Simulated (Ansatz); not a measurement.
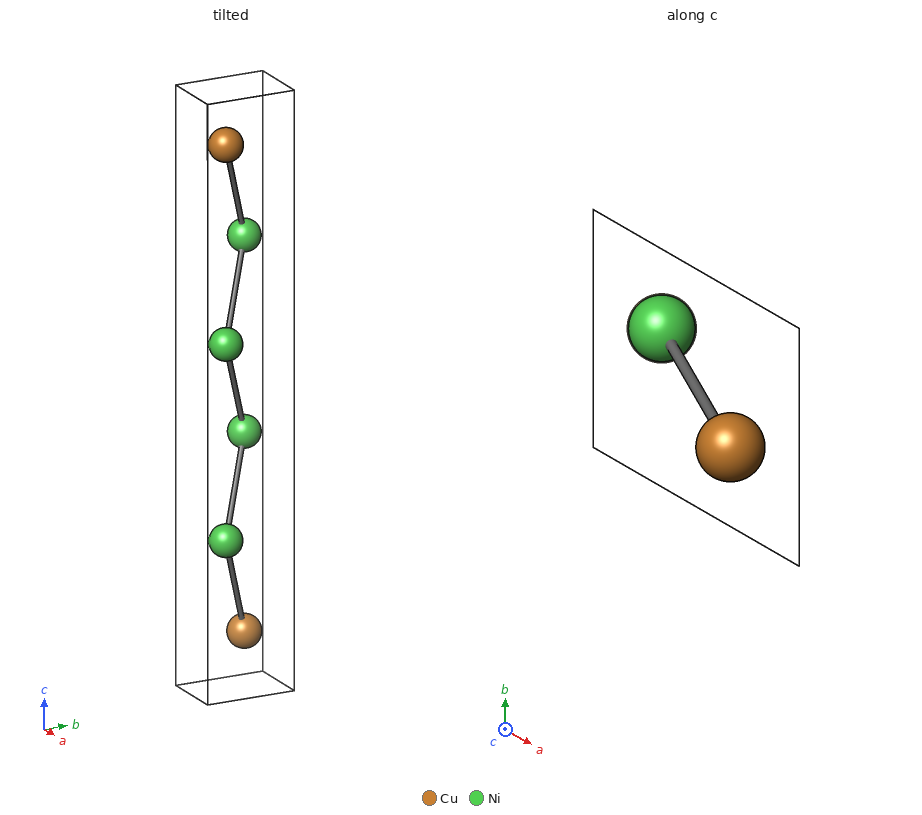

Ball-and-stick drawing of the structure, looking slightly off an axis and along the c axis. The conventional unit cell is drawn as a box. Cell: a = 2.50 Å, b = 2.50 Å, c = 12.41 Å, α = 90.00°, β = 90.00°, γ = 120.00°.

The structure comes from a structure type filled with these elements by a generator (whether the compound takes this form wasn't checked). Earlier steps of the study, as a rule a relaxation of our own, may have changed the cell and positions, so they can lie some per cent off the listed ones. It was run through Ansatz as a DFT input.

> What structure is drawn here?

The stoichiometry is CuNi2. It belongs to space group P-3m1 (No. 164) and has a primitive hexagonal lattice. Counting shared atoms by their share gives 2 Cu, 4 Ni, or 6 atoms. The Cu atoms are each bonded to nine Cu and three Ni in an anticuboctahedral arrangement (about 2.5 to 2.6 Å to Cu, 2.5 Å to Ni). Ni takes two kinds of site: 2d with nine Ni and three Cu in an anticuboctahedral arrangement (about 2.5 Å to Ni, 2.5 Å to Cu); 2d with twelve Ni in an anticuboctahedral arrangement at about 2.5 Å. The bonds build a three-dimensional framework.

Setup: Ansatz 0.2.0, DFT PBEsol, scalar-relativistic, plane waves, PAW; plane waves up to 420 eV, k-grid 18×18×4, Gaussian smearing of 0.1 eV, collinear spins.

> Which atoms carry magnetic moments in this run, and how do they order?

The state reached is ferromagnetic. Sizes: Ni 0.5 to 0.7 μB; net moment 2.1 μB in the run's cell of 6 atoms.

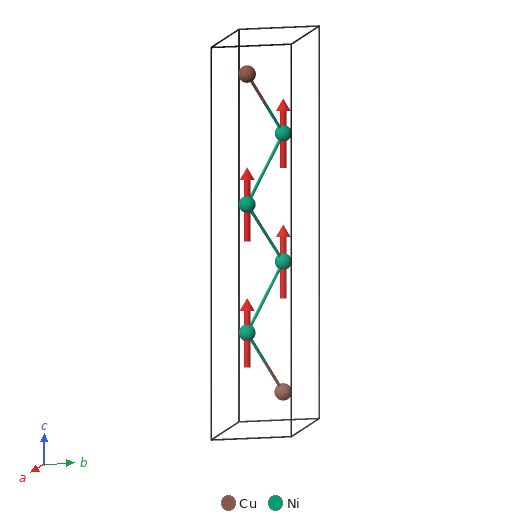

Site moments above 0.25 μB as arrows, small induced ones on non-metal atoms left out (red along the largest or up, blue against, purple across). The run's cell of 6 atoms is drawn.

> Metal or not?

A metal: bands cross the Fermi level.

> Give the Bader charge of each element.

Cu +0.02 e; Ni -0.02 to +0.01 e.

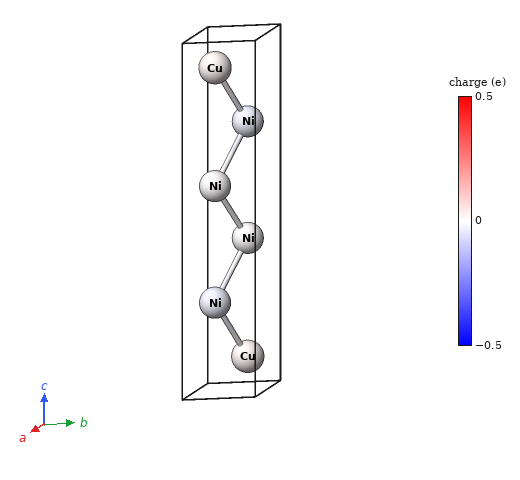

The atoms coloured by those charges. The run's cell of 6 atoms is drawn.

> Does the calculation find this structure at rest?

No. The largest force is 0.04 eV/Å, on Ni. The pressure is -9.2 GPa, so the cell would contract.
